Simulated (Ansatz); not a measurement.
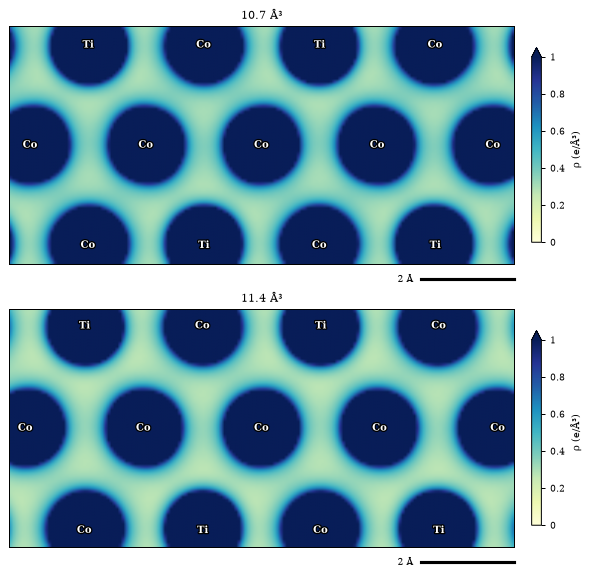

TiCo3. The valence charge density (pseudo) of cells scaled evenly to different volumes (given per atom above each panel), on the (111) plane of each (indices in the axes of the cell below), at one length scale and on one colour scale.

The program warned that a starting moment wasn't kept; spin-polarised.

Method: Kohn-Sham DFT of a periodic cell, PBEsol, Ansatz PAW (Ansatz).

The largest cell:

```
Co Ti
1.0
     3.57100    0.00000    0.00000
     0.00000    3.57100    0.00000
     0.00000    0.00000    3.57100
Co Ti
3 1
Cartesian
  1.7855 1.7855 0.0000
  1.7855 0.0000 1.7855
  0.0000 1.7855 1.7855
  0.0000 0.0000 0.0000
```

| volume (Å³/atom) | Co–Co contact in the plane (Å) | ρ at its midpoint (e/Å³) | pressure (GPa) | 
| --- | --- | --- | --- |
| 10.70 | 2.474 | 0.372 | 6.3 | 
| 10.93 | 2.491 | ? | ? | 
| 11.38 | 2.525 | 0.339 | −3.9 | 

Question: What values belong in the row with question marks?

Answer: Over the known rows ln ρ falls by 1.82 per Å of Co–Co distance (the line through the two), which gives 0.361 e/Å³ at 2.491 Å; the calculation gives 0.360 e/Å³. For the pressure, a straight line in volume between the neighbouring rows gives 2.9 GPa; the calculation gives 1.0, lower because pressure rises ever faster on compression.
